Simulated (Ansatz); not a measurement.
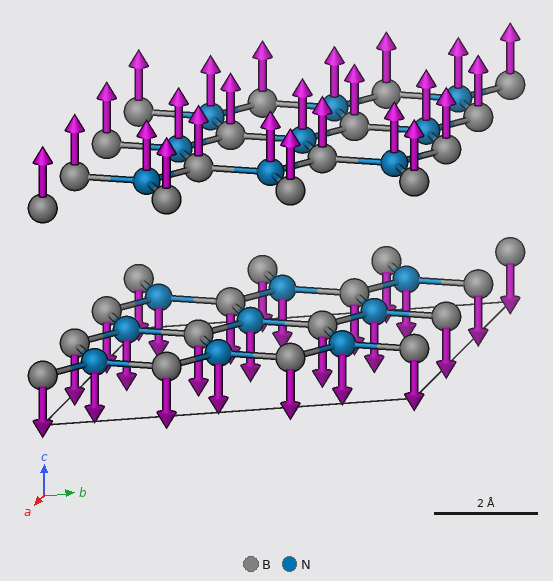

Normal modes of a free-standing layer of BN (a generated structure), space group P-3m1 (No. 164), at the zone centre. The optical levels lie at 24 (×2), 74, 797, 802, 1353 (×4) cm⁻¹. One mode is drawn. The purple arrows are the displacements of the atoms (eigenvector over the root of the mass), of arbitrary overall length and sign. The picture is a ball-and-stick view of the 3 × 3 repeat of the cell, outlined in the plane, without the vacuum, seen slightly off an axis.

The calculation used DFT PBE+D3(BJ), scalar-relativistic, plane waves, PAW (Ansatz). (plane-wave cutoff 420 eV; k-point mesh 12 × 12 × 1; occupations fixed; no spin polarisation)

Frequencies are those without the non-analytic (LO–TO) term.

**Which of these frequencies is the drawn mode's?**

The level at 74 cm⁻¹. This is the A₁g mode, optical level 2 of 5, counted from below, Raman-active by symmetry. All motion is along c of the drawn cell; whole layers move rigidly against one another; the kinetic energy is shared as N 56 %, B 44 %.
